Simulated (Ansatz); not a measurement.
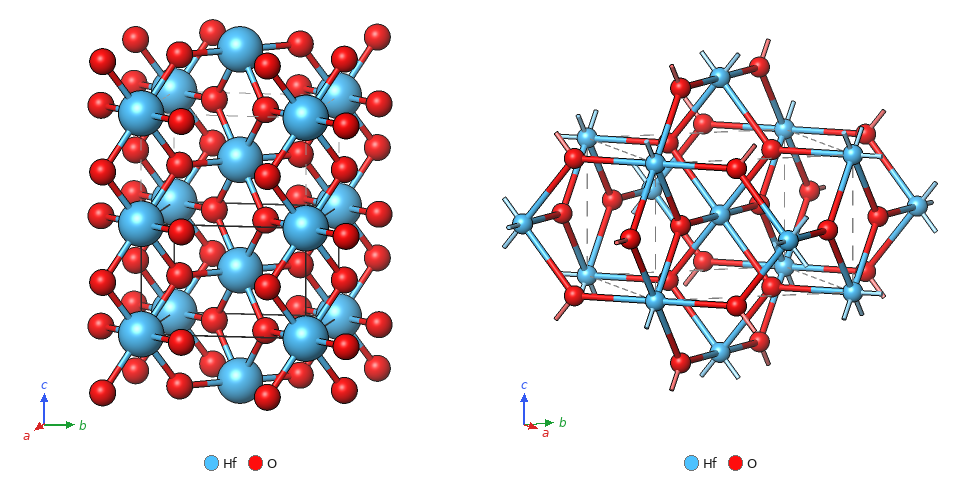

Left: the structure. Right: its underlying net. Nodes are coloured by element. Short stubs are edges that leave the cut-out.

The compound is HfO₂ (space group P4_2/mnm, No. 136), taken as the end point of a relaxation with DFT PBE, scalar-relativistic, plane waves, PAW in Ansatz 0.2.0.

Bonds are taken as Hf–O below 2.4 Å. The graph is simplified in the usual way: terminal and isolated atoms are pruned, two-connected atoms become edges.

The result is a binodal (3,6)-connected, three-periodic net: O is a 3-connected node; Hf is a 6-connected node, in the ratio 2:1. It is the rtl net, known from rutile. It is a single net, without interpenetration.

| node | links | point symbol | coordination sequence |
| --- | --- | --- | --- |
| O | 3 | 4.6^2 | 3 14 19 62 51 144 99 254 163 400 |
| Hf | 6 | 4^2.6^10.8^3 | 6 10 38 34 102 74 198 130 326 202 |
